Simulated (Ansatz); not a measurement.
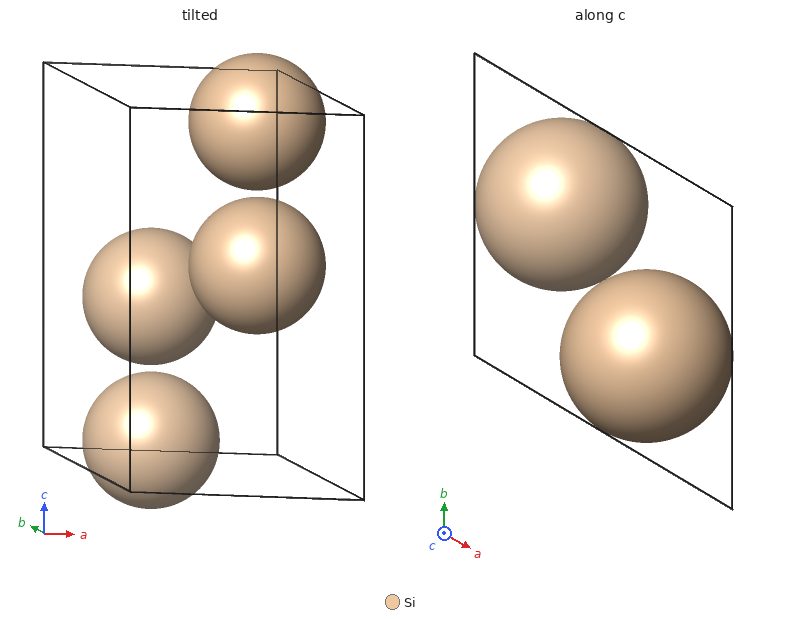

This space-filling model is shown slightly off an axis and along the c axis. One unit cell is framed, with atoms on its boundary repeated.

Si, a = 3.832 Å, b = 3.863 Å, c = 6.341 Å, α = 90.00°, β = 90.00°, γ = 120.81°. Strictly the space group is P2_1/m (No. 11, within 0.01 Å). It is a distorted form of a primitive hexagonal structure, space group P6_3/mmc (No. 194) within 0.25 Å: hexagonal diamond (lonsdaleite type). Starting structure: a structure listed in the Materials Project. The cell was then strained or its atoms displaced on purpose. A calculation with Ansatz used it as input.

This one geometry was computed with Ansatz (DFT, plane waves, PAW) at three levels of theory: PBE, HSE06 and r2SCAN. It was relaxed with r2SCAN and then strained.

Question: How does the band gap change with the level of theory?

Answer: PBE: a gap of 0.22 eV, indirect; r2SCAN: a gap of 0.39 eV, indirect; HSE06: a gap of 0.76 eV, indirect.

Question: Collect the results in a table.

Answer:
| level | cutoff (eV) | k-mesh of the run's cell | gap (eV) | pressure (GPa) |
| --- | --- | --- | --- | --- |
| PBE | 420 | 12×12×4 | 0.22 | 1.3 |
| HSE06 | 420 | 6×6×4 | 0.76 | -0.2 |
| r2SCAN | 500 | 12×12×4 | 0.39 | 0.0 |

Gaps are taken on the k-mesh or band path of each run.
